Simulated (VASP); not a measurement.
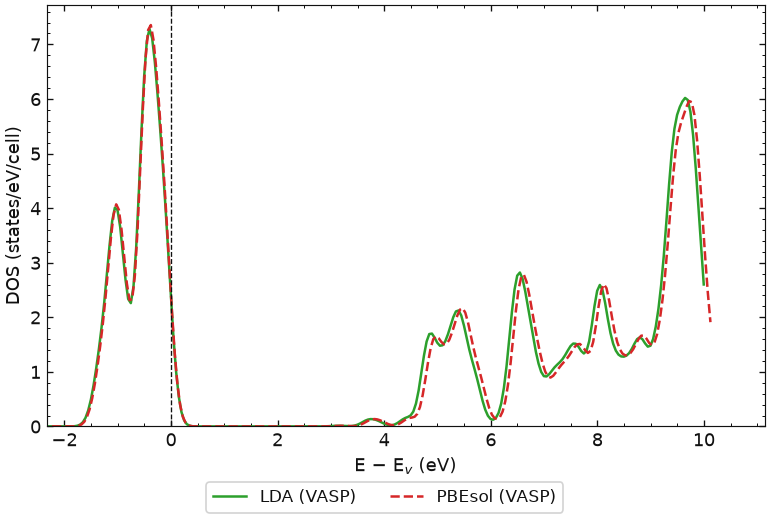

Total densities of states of CaO, space group F-43m (No. 216), 2 atoms in the cell, zincblende type, by two methods on the same cell. The curves are built from the levels of the k mesh with Gaussians 0.3 eV wide, which also blur the band edges. Each is counted from its own valence-band top.

Question: How do the methods compare?

Answer: LDA (VASP) gives a gap of 3.14 eV and PBEsol (VASP) gives a gap of 3.20 eV.

Settings. LDA (VASP): DFT, LDA, plane waves, PAW, 8×8×8 k mesh, 520 eV cutoff (VASP). PBEsol (VASP): DFT, PBEsol, plane waves, PAW, 8×8×8 k mesh, 520 eV cutoff, Gaussian smearing of 0.01 eV (VASP 6.6.1).
